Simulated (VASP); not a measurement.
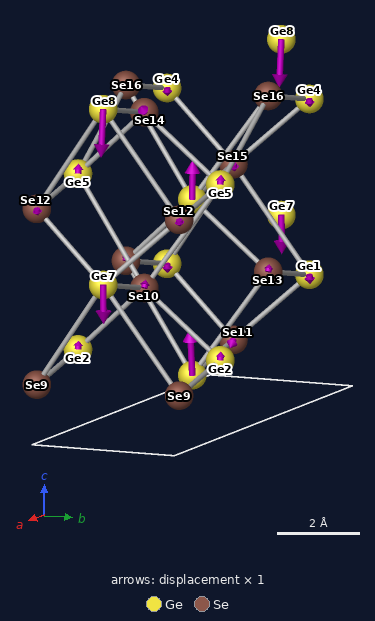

A relaxation of a slab of composition GeSe. The starting structure is drawn; purple arrows show the displacements, at their true length.

The picture is a ball-and-stick view of the cell of the calculation, outlined in the plane, without the vacuum (origin shifted), seen slightly off an axis.

The run lets the atoms move in a fixed cell.

Computed with VASP, Kohn-Sham DFT of a periodic cell, PBEsol, VASP PAW PBE potentials, recommended.

The input:
```
SYSTEM = GeSe
ALGO = Normal ; DIPOL = 0.5 0.5 0.500
EDIFF = 1E-6 ; EDIFFG = -0.015
ENCUT = 520 ; GGA = PS
IBRION = 2 ; IDIPOL = 3
ISIF = 2 ; ISMEAR = 0
KPAR = 4 ; LASPH = .TRUE.
LCHARG = .FALSE. ; LDIPOL = .TRUE.
LREAL = .FALSE. ; LWAVE = .FALSE.
NELM = 80 ; NSW = 100
PREC = Accurate ; SIGMA = 0.05
```

Launched with:
```bash
cat potpaw_PBE.64/Ge_d/POTCAR potpaw_PBE.64/Se/POTCAR > POTCAR
mpirun -np 8 vasp_std > vasp.out
```

Q: Which element moves most?

A: Germanium: up to 1.20 Å, against 0.27 Å for selenium.

Q: What did the optimiser do to the structure, and how much energy did it gain?

A: The largest moves relative to the layer's centre, 1.20 Å, are those of Ge atoms. By element the largest moves are Ge 1.20 Å, Se 0.27 Å. The cell doesn't change. Some distances before and after: Ge–Se 3.294 → 2.572 Å, Ge–Se 2.582 → 3.180 Å, Ge–Se 2.538 → 2.643 Å, Ge–Se 3.384 → 3.304 Å. Bond angles that change, for instance: Ge–Se–Ge 103.6° → 85.2°, Ge–Se–Ge 103.6° → 88.6°, Se–Ge–Se 90.8° → 95.4°. The energy falls by 4.103 eV per cell of the calculation in 54 geometry steps. The largest force component goes from 1 to 0.011 eV/Å.
